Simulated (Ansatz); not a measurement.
# WS₂: what the electrons do

Space group R3m; not relaxed (largest force 0.6 eV/Å); the calculation finds a residual pressure of about 5 GPa at this fixed cell.

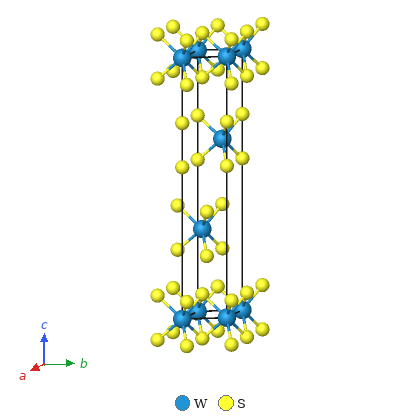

The conventional cell.

Input

```
crystal:
  lattice:
    - [-1.579, 2.7349082252, 0.0]
    - [-3.158, 0.0, 0.0]
    - [-1.579, 0.9116360751, 6.1633333333]
  atoms:
    - { symbol: W, position: [0.0, 0.0, 0.0] }
    - { symbol: S, position: [0.7503, 0.7503, 0.7491] }
    - { symbol: S, position: [0.581, 0.581, 0.257] }
basis:
  ecutwfc: 500
  fft_grid_basis: typed
kpoints:
  mp_grid: { grid: [12, 12, 10] }
hamiltonian:
  xc: pbe
  pseudopotentials: { kind: paw }
scf:
  occupations: { method: gaussian, width: 0.05 }
output:
  forces: true
  stress: true
  eigenvalues: true
  bader: true
  write_density: true
  volumetric_format: npy
  elf: true
```

Run with:

```sh
ansatz run input.yaml --threads 2 --pin off --max-ram 4096MiB --backend cpu --events-out ev --progress --plain --runs-dir out
```

The picture shows the conventional cell (a = 3.16 Å, b = 3.16 Å, c = 18.49 Å, α = 90.00°, β = 90.00°, γ = 120.00°).

Computed with Ansatz 0.2.0, DFT PBE, scalar-relativistic, plane waves, PAW.

Core electrons are frozen (PAW), so the maps are meaningful between the atoms, not at the nuclei.

### 1. Bonding charge

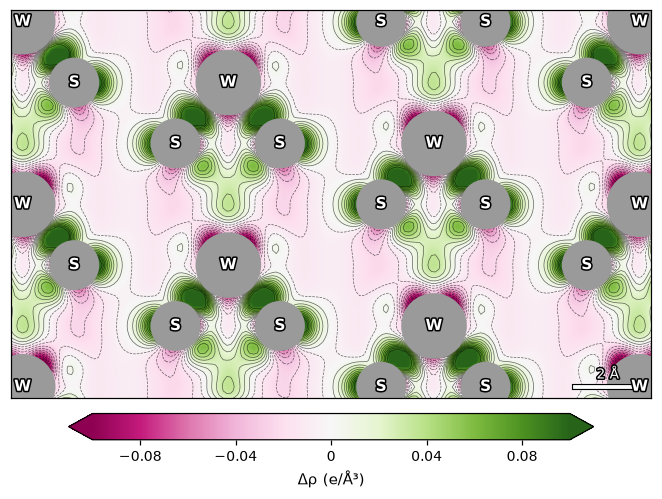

Density of the crystal less the sum of free-atom densities: a map on the (110) plane of the conventional cell, with grey discs over the atomic cores. Cores are masked to 1.0 Å (W) and 0.7 Å (S).

Q: What does the deformation density say about the bonding?

A: S–W (2.39 Å): Δρ is +0.12 e/Å³ at the midpoint, with a peak of 0.15 e/Å³ 1.0 Å from S: bond charge of a polar bond.
W–W (3.16 Å): Δρ is +0.02 e/Å³ at the midpoint (this contact isn't in the plane drawn).
Over the whole cell, outside the masked cores, the largest gain, 0.15 e/Å³, lies 1.0 Å from a sulfur nucleus and 1.4 Å from a tungsten one, and the largest loss lies at the edge of the masked core of W.
In all about 0.22 e an atom is rearranged against the free atoms.
Bader charges: W +1.37 and S −0.69 e.

### 2. States by energy

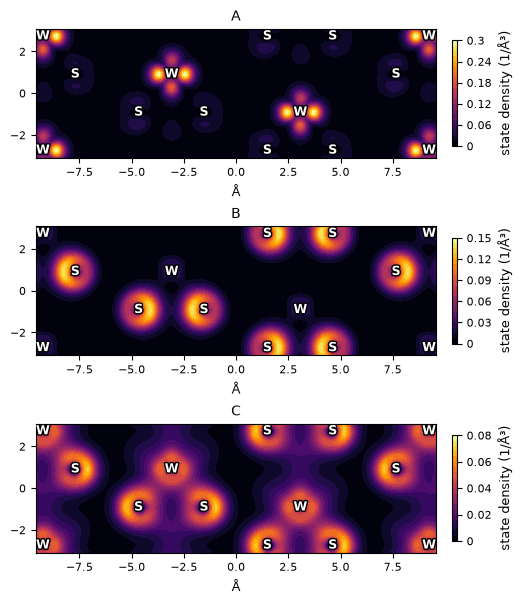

WS₂: densities of the states in three energy windows, on the (110) plane of the conventional cell.

Q: Match the panels to the energy ranges (zero at the valence-band maximum): −15.7 to −12.9 eV, −7.7 to 0.0 eV and +1.0 to +1.6 eV.

A: Panel A: +1.0 to +1.6 eV, the bottom of the conduction band, mainly W 5d (65 %) and S 3p (30 %).
Panel B: −15.7 to −12.9 eV, a separate group of bands (semicore or deep states), mainly S 3s (75 %) and W 5d (10 %).
Panel C: −7.7 to 0.0 eV, the whole upper valence band, mainly S 3p (60 %) and W 5d (35 %).
The characters are Löwdin shares on a minimal set of atomic orbitals.

### 3. Moving an atom

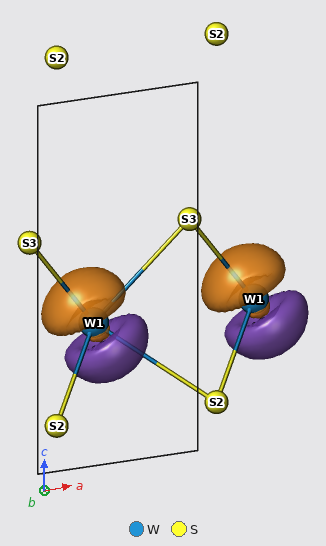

WS₂: one atom of the 3-atom cell (and its periodic copies) was moved a little. Density after less density before, orange at +0.3 and purple at −0.3 e/Å³, seen along the b axis; cell a = 3.16 Å, b = 3.16 Å, c = 6.43 Å, α = 75.78°, β = 75.78°, γ = 60.00°. The lobes lie largely inside the PAW sphere, where the density is a smoothed one.

Not relaxed before the move (largest force 0.6 eV/Å).

Q: Which atom moved, and which way?

A: W1 moved towards the orange lobe, up and to the left in the picture. In the run the shift was 0.10 Å roughly along [−1 −1 1] in the axes of the cell drawn.

Q: What restoring force does the calculation give for this move?

A: The force on it changes by 3.10 eV/Å along the move, against it: a stiffness of about 31 eV/Å² for this sublattice shift.

### 4. Change of volume

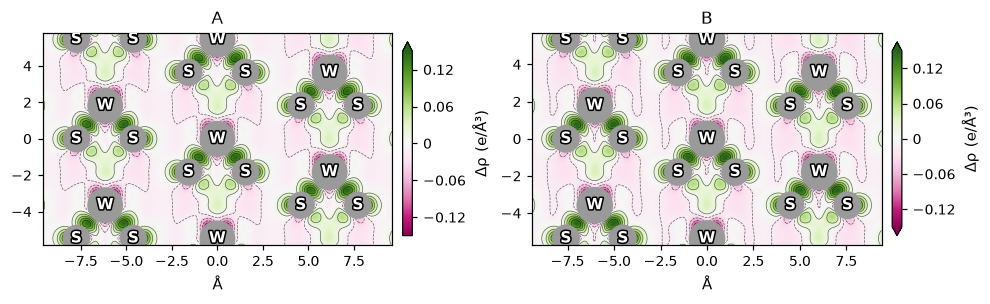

WS₂: deformation density on the (110) plane of the conventional cell at two volumes, with the same fractional coordinates and one colour scale. Grey discs cover the cores. Panel B has 94 % of the volume of panel A.

Q: What changes between the database cell and the scaled one?

A: The pressure is 5 GPa in A and 17 GPa in B.
- Bader charges in A: W +1.37 and S −0.69 e; in B: W +1.37 and S −0.68 e.
- The rearranged charge is 0.22 e an atom in A and 0.22 e in B.
- The scaled cell isn't relaxed: forces reach 1.8 eV/Å.

### 5. Putting it together

Charge passes from W (Pauling electronegativity 2.36) to S (2.58), the direction that the scale predicts; the Bader charges fall short of whole formal charges, as they usually do. The two pressures give a mean stiffness −ΔP/Δln V of about 201 GPa over this range, with the atoms held at their fractional positions.

Run times: 16 s (base cell), 7.3 s (state densities), 22 s (moved atom) and 17 s (scaled cell), on 2 threads of AMD EPYC 9R45 96-Core Processor (Zen 5), on a shared host.
